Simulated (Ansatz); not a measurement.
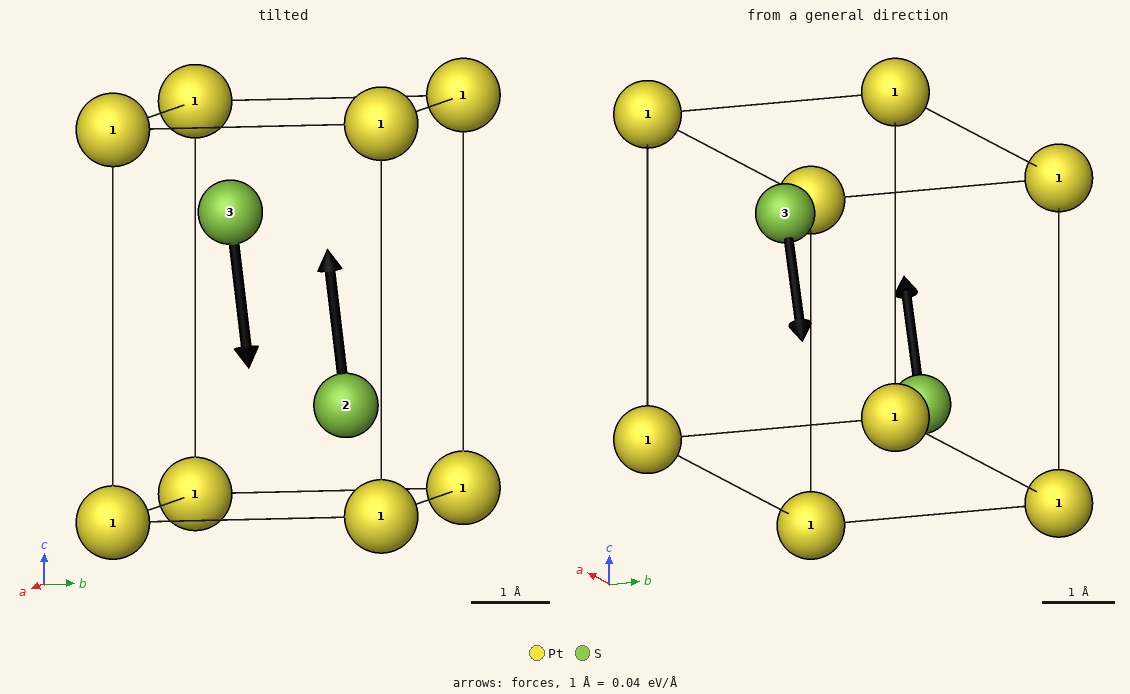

Drawn in the spheres-only manner and seen slightly off an axis and from a general direction. One cell (the run's own, in a reduced setting) is outlined, and atoms on its boundary appear in each equivalent place. The arrows are the computed forces on the atoms.

System: PtS$_{2}$. Method used: DFT, PBE, plane waves, PAW (Ansatz 0.2.0). It ran with cutoff 420 eV, k-points about 0.20 Å⁻¹ apart, Fermi-Dirac smearing of 0.02 eV, no spin polarisation.

Question: Are the atoms in equilibrium?

Answer: No. The atoms still feel forces of up to about 0.067 eV/Å, above a usual threshold of 0.01 to 0.03 eV/Å.

Question: Identify the atom with the maximum force.

Answer: S2 and S3, about 0.067 eV/Å.

The model was built from a structure type filled with these elements by a generator (whether the compound takes this form wasn't checked). The cell was then strained or its atoms displaced on purpose. It went into a calculation with Ansatz.
